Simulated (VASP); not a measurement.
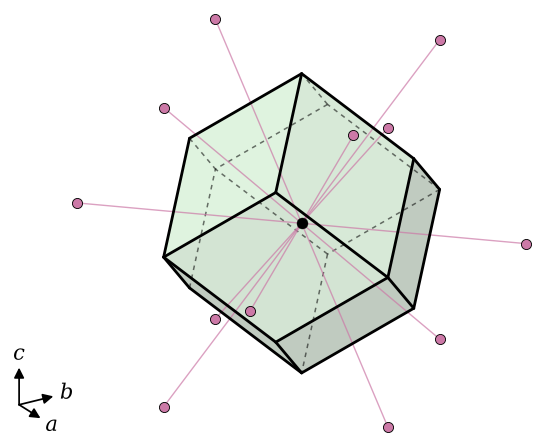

The Wigner–Seitz cell of the crystal's lattice, with lines to the lattice points that define its faces. Crystal: Pt, the geometry relaxed with VASP Kohn-Sham DFT of a periodic cell, PBE0, VASP PAW PBE potentials, recommended in VASP 6.6.1. All values are computed from the atomic coordinates in the standard setting (tolerance 0.002 Å).

a = 3.912 Å, b = 3.912 Å, c = 3.912 Å, α = 90.00°, β = 90.00°, γ = 90.00°; space group Fm-3m (No. 225).

### What is the cell's combinatorial type?

A rhombic dodecahedron: 12 faces (12 with 4 edges), 24 edges, 14 vertices. Its volume is that of the primitive cell, 15.0 Å³.

### Which lattice vectors do the faces bisect?

```tsv
example	length (Å)	faces	edges of each	area (Å²)
1/2 a + 1/2 b	2.77	12	4	2.7
```
